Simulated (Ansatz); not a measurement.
CoSi₂ (space group P4/mmm, No. 123). Coordinates: the geometry relaxed with Ansatz, DFT PBE, scalar-relativistic, plane waves, PAW; the starting structure was generated, so it need not be a known form of this composition.

```
CELL_PARAMETERS angstrom
2.72448 0.00000 0.00000
0.00000 2.72448 0.00000
0.00000 0.00000 5.11370
ATOMIC_POSITIONS crystal
Co 0.00000 0.00000 0.00000
Si 0.50000 0.50000 0.27175
Si 0.50000 0.50000 0.72825
```

Describe how the polyhedra about Co are linked (bonds: Co–Si below 2.7 Å).

Co: CoSi8 cube, sharing edges with four neighbours and faces with four neighbours.

They form layers of edge- and face-sharing cubes parallel to (001).

Centre to centre across a shared edge: 3.85 Å; across a shared face: 2.72 Å.

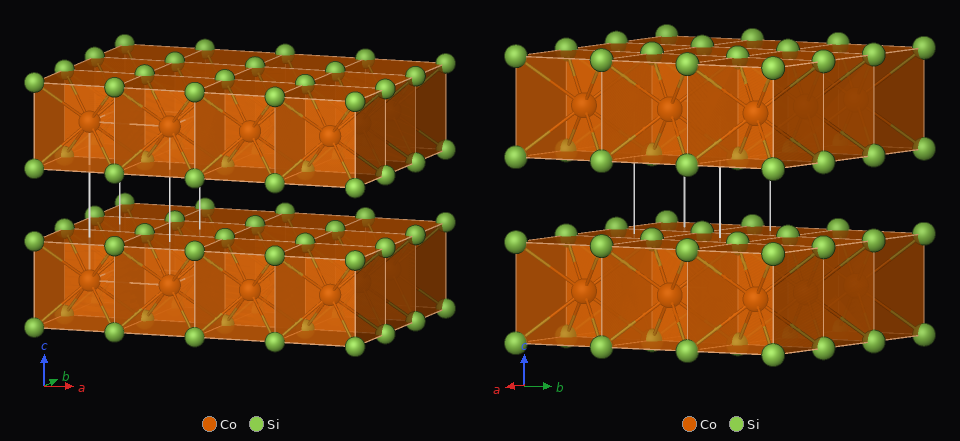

Polyhedra are drawn about Co (bonds: Co–Si below 2.7 Å); other atoms are plain spheres. Two views of the same piece.
